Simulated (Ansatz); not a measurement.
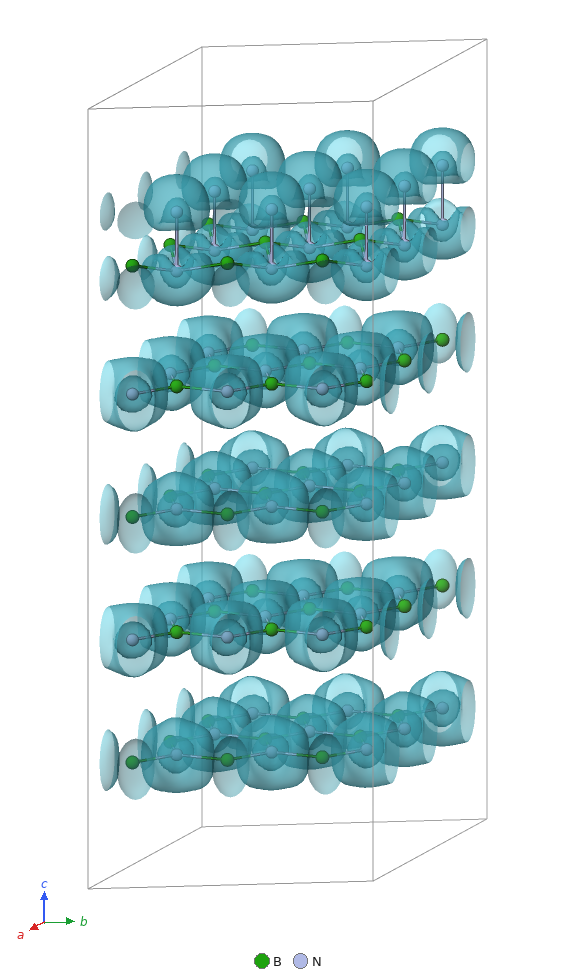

B5N6 (slab). Isosurface of the electron localisation function at 0.7 (cyan), seen slightly off an axis. Core shells and regions of very low density are left out. Sticks mark near contacts.

The program warned that a starting moment wasn't kept; spin-polarised.

Computed with DFT PBE+D3(BJ), scalar-relativistic, plane waves, PAW in Ansatz 0.2.0.

In a PAW calculation such maps are meaningful between the atoms, not at the nuclei.

The calculation's input:

```
crystal:
  lattice:
    - [2.506438148, 0.0, 0.0]
    - [-1.253219074, 2.1706391092, 0.0]
    - [0.0, 0.0, 32.2336921101]
  atoms:
    - { symbol: B, position: [0.6666666667, 0.3333333333, 0.2636992366] }
    - { symbol: "N", position: [0.3333333333, 0.6666666667, 0.2636992366] }
    - { symbol: B, position: [0.3333333333, 0.6666666667, 0.3663378985] }
    - { symbol: "N", position: [0.6666666667, 0.3333333333, 0.3663378985] }
    - { symbol: B, position: [0.6666666667, 0.3333333333, 0.4689765604] }
    - { symbol: "N", position: [0.3333333333, 0.6666666667, 0.4689765604] }
    - { symbol: B, position: [0.3333333333, 0.6666666667, 0.5716152223] }
    - { symbol: "N", position: [0.6666666667, 0.3333333333, 0.5716152223] }
    - { symbol: B, position: [0.6666666667, 0.3333333333, 0.6742538842] }
    - { symbol: "N", position: [0.3333333333, 0.6666666667, 0.6742538842] }
    - { symbol: "N", position: [0.3333333333, 0.6666666667, 0.7183071685], spin: 3.0 }
basis:
  ecutwfc: 420
kpoints:
  mp_grid: { grid: [12, 12, 1] }
hamiltonian:
  xc: pbe
  dispersion: d3bj
scf:
  occupations: { method: gaussian, width: 0.05 }
output:
  forces: true
  eigenvalues: true
  populations: true
  write_density: true
  write_potential: true
  elf: true
  volumetric_format: npy
magnetization:
  spin_polarized: true
relax:
  adjacent_minimum: "off"
  f_tol: 0.03
  max_steps: 70
  constraints: [{ sites: [0, 1, 2, 3] }]
efield:
  axis: 3
  dipole_correction: true
  ramp_width: 0.04
```

Command:

```sh
ansatz run input.yaml --threads 1 --pin off --max-ram 2560MiB --backend cpu --events-out ev --progress --plain --runs-dir out
```

The fields are those of the relaxed geometry.

What do the ELF domains correspond to?

At this value the surface marks out five regions on N in which the atom's valence shell and bonds are merged and one lobe on N, pointing away from the bonds (lone pairs), counted in one cell of 11 atoms. Counts are for one cell; the picture repeats the cell along the surface. Profiles from the grid: B–N (1.45 Å): the ELF peaks at about 0.95 between the atoms. N–N (1.59 Å): the ELF peaks at about 0.65 between the atoms.
